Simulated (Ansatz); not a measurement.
# Si12NO22: geometry relaxation (part 4 of 4)

Continued. System: Si12NO22 (defect cell, 35 atoms in the cell). Method: DFT PBEsol, scalar-relativistic, plane waves, PAW, PAW set soft_1, spin-polarised (Ansatz 0.2.0); cutoff 420 eV, 2×2×1 k-mesh, Gaussian smearing of 0.02 eV, collinear spins. The structure derives from an entry of the Crystallography Open Database. It belongs to a series of runs on one base structure; here: end point A relaxed.

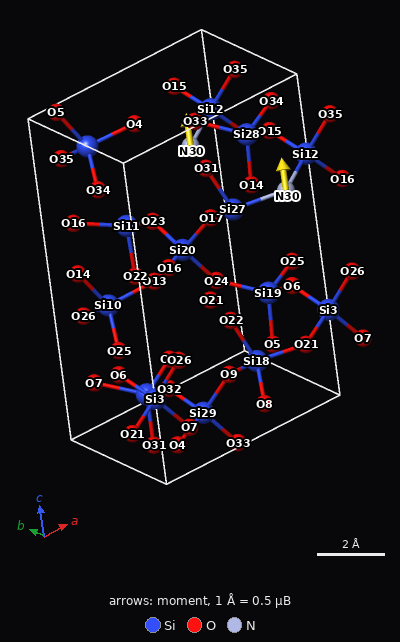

Magnetic moments of the sites as yellow arrows (ball-and-stick view of the cell of the calculation, seen slightly off an axis; bonded neighbours outside the cell are drawn too; atoms are numbered from 1 in the order of the input); small moments hardly show. The run is collinear, so the axis drawn is arbitrary. Site moments: N30 (0.50 μB). They are counted near the atoms and needn't add up to the moment of the cell.

Summary:

| quantity | value |
| --- | --- |
| outcome | converged |
| electrons treated | 185 |
| free energy | −20210.8409 eV |
| Fermi energy | 3.637 eV |
| net moment of the cell | 1.00 μB |
| integrated absolute moment | 1.07 μB |
| final volume | 452.84 Å³ |
| largest force (length of the vector) at the end | 0.009 eV/Å |
| hardware | 4 threads of Arm Neoverse V1, 24 GiB of memory available, shared host |
| wall time | 1.7 min (CPU time 6.6 min) |
| peak memory | 1.4 GiB |

Remarks:

Warnings of the run: the PAW datasets were made with another functional. The k-point mesh is coarse for a cell of this size, so the results may not be converged.
